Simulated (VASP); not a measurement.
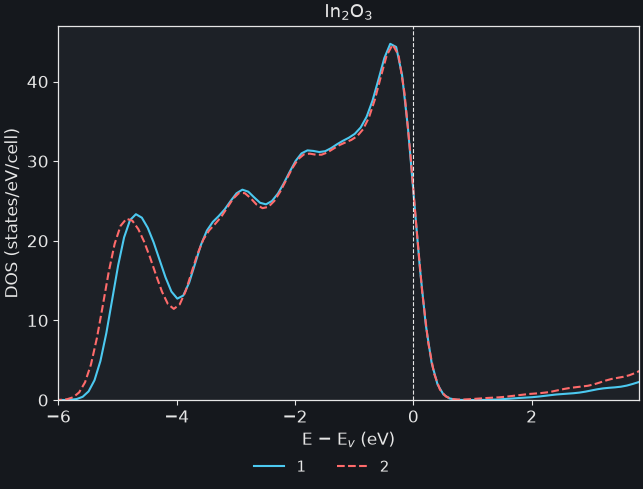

Total densities of states of In$_{2}$O$_{3}$, space group Ia-3, 40 atoms in the primitive cell (cubic a = 10.295 Å), by two methods on the same cell. The DOS curves are built from the levels of the k mesh with Gaussians 0.55 eV wide, which also blur the band edges; ripples of that width can come from the mesh. Each is counted from its own valence-band top.

Which curve is which? The methods: LDA, r2SCAN.

Answer. 1 is r2SCAN; 2 is LDA. r2SCAN gives a gap of 1.43 eV and LDA gives a gap of 0.82 eV.

Settings. r2SCAN: VASP PAW PBE potentials, release 64 (In_d, O), no spin polarisation, no spin-orbit coupling, 6×6×6 k mesh, 450 eV cutoff, Gaussian smearing of 0.02 eV (VASP 6.6.1). LDA: VASP PAW LDA potentials, release 64 (In_d, O), no spin polarisation, no spin-orbit coupling, 6×6×6 k mesh, 450 eV cutoff, Gaussian smearing of 0.02 eV (VASP 6.6.1).

Gaps are the smallest over all k points computed. LDA, GGA and most meta-GGA functionals understate gaps. The cell was derived from a database entry in an earlier step, so it needn't be the measured one. r2SCAN: the PAW data sets were made with another functional.
